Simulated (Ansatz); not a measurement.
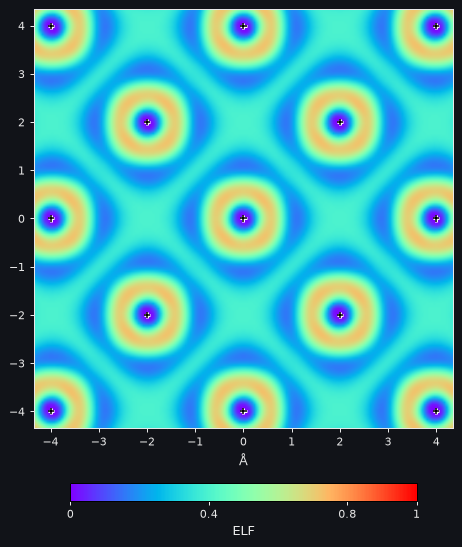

The ELF on a plane through atoms (crosses mark nuclei in the plane).

Theory: DFT PBEsol, scalar-relativistic, plane waves, PAW (Ansatz).

Candidates:
A. W, a = 4.00 Å, b = 4.00 Å, c = 4.00 Å, α = 90.00°, β = 90.00°, γ = 90.00°. Space group Fm-3m.
B. Si$_{12}$Mo$_{5}$ (slab), a = 4.51 Å, b = 4.51 Å, c = 25.43 Å, α = 90.00°, β = 90.00°, γ = 90.00°. Computed without spin polarisation.
C. Al$_{2}$Ru, a = 4.63 Å, b = 7.86 Å, c = 8.77 Å, α = 90.00°, β = 90.00°, γ = 90.00°. Space group Fddd; a structure from a database of computed crystals, not necessarily the ambient phase; changed on purpose from its base cell (strain -0.015 along x and y, +0.000 along z, atoms carried along); computed pressure about 6 GPa in this cell; computed without spin polarisation.

**Which system is this?**

Candidate A: W on the (001) plane of the conventional cell, which holds W. W–W (2.83 Å): the ELF is about 0.35 at the midpoint.
